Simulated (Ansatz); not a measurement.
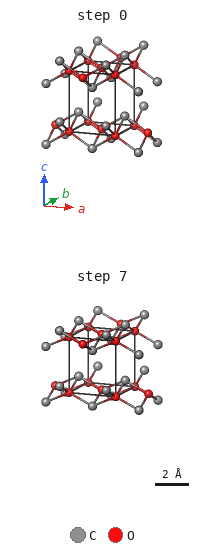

The structure of a crystal of CO (a generated structure, set up in P4/nmm) (coarse preliminary run) before (top) and after (bottom) a relaxation, at one scale.

A ball-and-stick model of the cell of the calculation, seen slightly off an axis.

Case: Sn → C on all its sites, cell and atoms relaxed.

All numbers below come from DFT PBEsol, scalar-relativistic, plane waves, PAW (Ansatz 0.2.0). (plane-wave cutoff 420 eV; k-point mesh 6 × 6 × 6; occupations gaussian; smearing width 0.1 eV; no spin polarisation; cell and atoms relaxed; force threshold 0.05 eV/Å; at most 60 steps)

**Summarise the run.**

Over 5 accepted moves (7 points after the start) the energy falls by 0.599 eV per cell of the calculation. Largest force component: 2.5 eV/Å at the start, 0.024 eV/Å at the end. Pressure: −4.82 GPa at the start and 0.00 GPa at the end. At 2 points the geometry stayed and the basis and grid were re-selected for the new cell (energy shift of 7.5 meV per cell of the calculation at most each time). The largest moves relative to the cell, 0.13 Å, are those of C atoms. O stays in place. The drawn cell changes as follows: a = b 3.032 → 3.059 Å (+0.9 %), c 3.788 → 3.458 Å (−8.7 %); the volume changes by −7.1 %. Some distances before and after: C–O 1.773 → 1.687 Å. Bond angles that change, for instance: O–C–O 117.6° → 130.2°, C–O–C 117.6° → 130.2°, C–O–C 105.6° → 100.2°. The space group stays P4/nmm (No. 129). The run took 21 s on 1 thread of Intel(R) Xeon(R) Platinum 8259CL CPU @ 2.50GHz (Skylake/Cascade Lake), on a shared host, peak memory 0.37 GiB.

Limits of the set-up: layers or molecules are held without a dispersion correction, so their spacing is unreliable.
